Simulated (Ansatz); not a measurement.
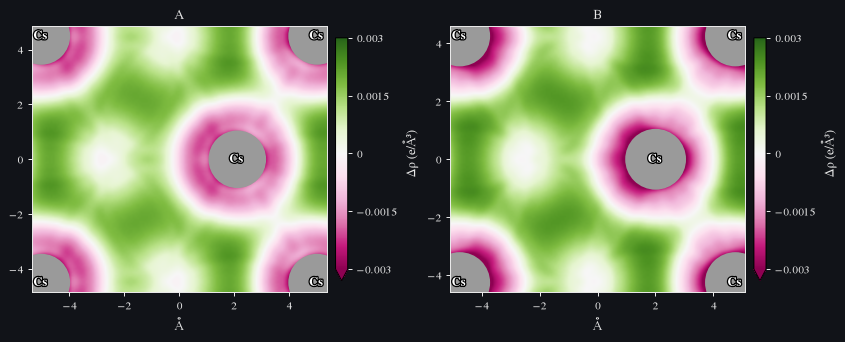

Cs: deformation density on the (100) plane of the conventional cell at two volumes, with the same fractional coordinates and one colour scale. Grey discs cover the cores.

Space group Pbcm. This isn't the usual form at ambient conditions. The cell comes from a database of computed structures, not from a measurement.

Method: DFT PBE, scalar-relativistic, plane waves, PAW (Ansatz 0.2.0).

> Which panel is the larger cell, by how much, and what changes?

A is the larger cell: B has 85 % of the volume of A. The pressure is −0.1 GPa in A and 0.2 GPa in B. The rearranged charge is 0.08 e an atom in A and 0.07 e in B.

Run times: 120 s (base cell) and 94 s (scaled cell), on 1 thread of Arm Neoverse N1, on a shared host.
